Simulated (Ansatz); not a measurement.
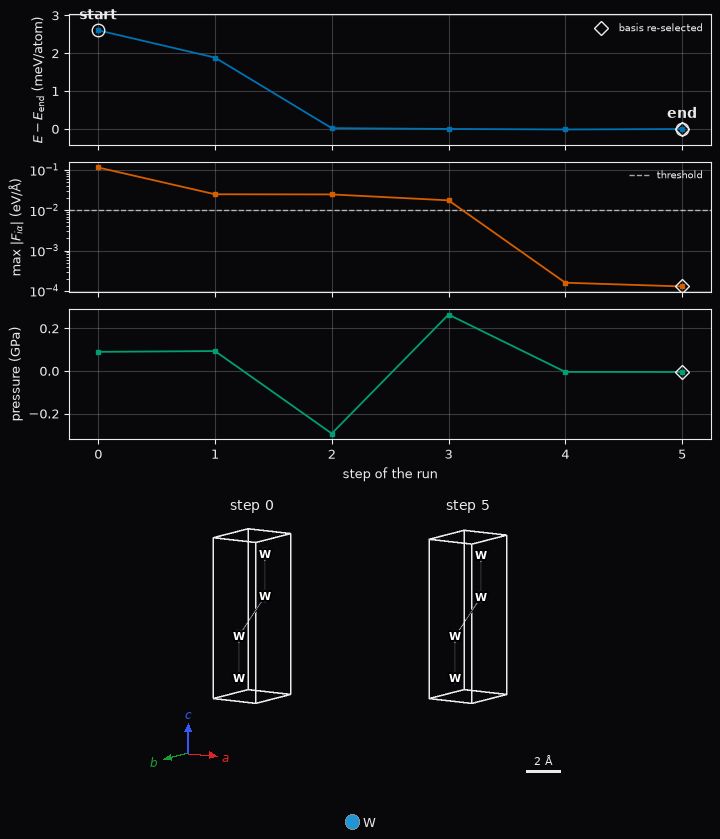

First and last geometry of a relaxation of a crystal of W (built on the lonsdaleite_194 type), with the history of the run. The picture is a ball-and-stick view of the cell of the calculation, seen from a free direction.

Case: lonsdaleite type (P6_3/mmc, No. 194).

These are results of DFT PBEsol, scalar-relativistic, plane waves, PAW in Ansatz, not measurements.

Input file:
```yaml
crystal:
  lattice:
    - [2.7358003948, 0.0, 0.0]
    - [-1.3679001974, 2.3692726416, 0.0]
    - [0.0, 0.0, 10.2093601741]
  atoms:
    - { symbol: W, position: [0.3333333333, 0.6666666667, 0.3822648002] }
    - { symbol: W, position: [0.6666666667, 0.3333333333, 0.8822648002] }
    - { symbol: W, position: [0.6666666667, 0.3333333333, 0.6177351998] }
    - { symbol: W, position: [0.3333333333, 0.6666666667, 0.1177351998] }
basis:
  ecutwfc: 420
kpoints:
  mp_grid: { grid: [21, 21, 6] }
hamiltonian:
  xc: pbesol
scf:
  occupations: { method: gaussian, width: 0.1 }
output:
  forces: true
  stress: true
  eigenvalues: true
relax:
  adjacent_minimum: "off"
  f_tol: 0.01
  max_steps: 80
  cell: { stress_tol: 0.05 }
```

> Read the history and describe the run.

It converged. After 4 accepted moves (5 points after the start) the energy has fallen by 2.6 meV per atom. The largest force component goes from 0.12 to 0.00013 eV/Å. Pressure: 0.09 GPa at the start and 0.00 GPa at the end. The SCF was repeated once at an unchanged geometry on a basis and grid sized afresh for the cell, which shifted the energy by less than 0.05 meV per atom at most. The largest moves relative to the cell, 0.007 Å, are those of W1, W2, W3 and W4. W2 goes along −c. The drawn cell changes as follows: a = b 2.736 → 2.746 Å (+0.4 %), c 10.209 → 10.111 Å (−1.0 %); the volume changes by −0.2 %. Among the contacts that change: W1–W4 2.701 → 2.661 Å, W1–W1 2.736 → 2.746 Å, W1–W3 2.876 → 2.872 Å. The space group stays P6_3/mmc (No. 194).

```tsv
step	E − E(0), meV/atom	largest force component, eV/Å	pressure, GPa	volume, Å³/atom	note
0	0.00	0.1155	0.09	16.544	
1	-0.72	0.0250	0.09	16.479	
2	-2.58	0.0248	-0.29	16.526	
3	-2.60	0.0176	0.27	16.494	
4	-2.62	0.0002	0.00	16.509	
5	-2.61	0.0001	0.00	16.509	same geometry, new basis
```
